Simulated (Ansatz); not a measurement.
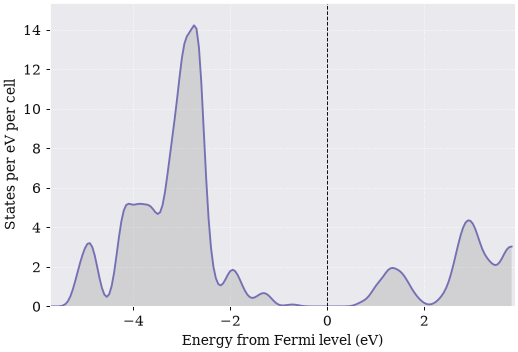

Density of states. Energies are counted from the Fermi level. The curve is built from the levels of the k mesh with Gaussians 0.3 eV wide, which also blur the band edges.

System: CsPbBr$_{3}$, space group P4/mmm (No. 123), 5 atoms in the cell, cubic perovskite type, uniaxial (z) strain −3.0%.

Level of theory: DFT, PBE, plane waves, PAW, no spin polarisation, 4×4×4 k mesh, 420 eV cutoff; code Ansatz 0.2.0.

Is there a gap at the Fermi level, and how wide?

There is a gap; over the k points computed it is 1.46 eV (direct among those points).

Where is the tallest peak of the filled states in the window?

Within the window shown, the tallest peak of the filled states lies 2.0 eV under the valence-band top, at about 14 states per eV and cell.

Spin-orbit coupling is left out, which matters for Pb.
